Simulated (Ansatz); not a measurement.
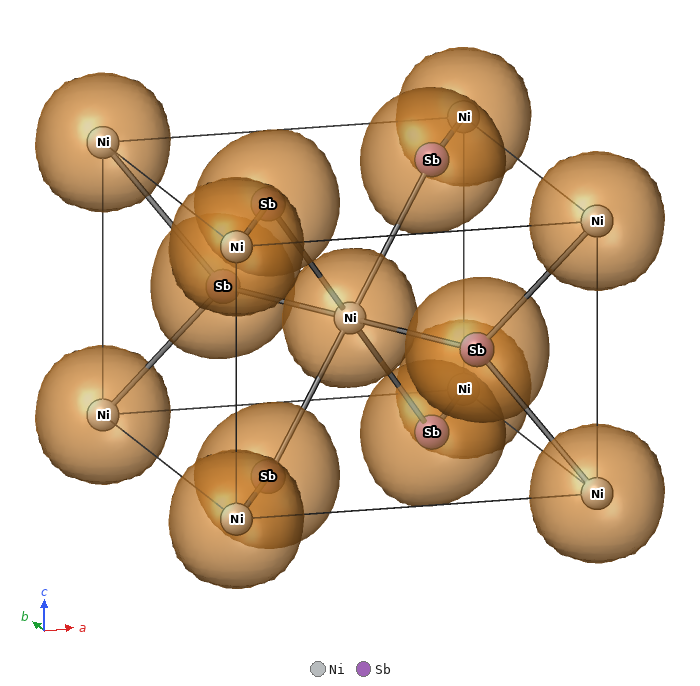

Figure 1: NiSb$_{2}$. Isosurface of the valence charge density (pseudo) at 0.6 e/Å³ (orange), seen slightly off an axis. Sticks mark near contacts.

Space group Pnnm; changed on purpose from its base cell (volume × 0.94, shape and atoms relaxed); computed pressure about 7 GPa in this cell; computed without spin polarisation.

The calculation used DFT PBEsol, scalar-relativistic, plane waves, PAW in Ansatz 0.2.0.

Which contacts does the surface bridge?

Answer. At this value the density breaks into separate islands; it holds about 75 % of the electrons treated as valence (semicore included). It bridges none of the near contacts. It is pinched off along the sampled Ni–Sb (2.46 Å), Sb–Sb (2.83 Å) and Ni–Sb (2.51 Å) contacts. On the grid the lowest density along these lines, outside the cores, is 0.48 e/Å³ (Ni–Sb, 2.46 Å), 0.39 e/Å³ (Sb–Sb, 2.83 Å) and 0.45 e/Å³ (Ni–Sb, 2.51 Å).

Metal or insulator at this level of theory?

Answer. It is metallic or semimetallic at this level of theory: no gap opens.
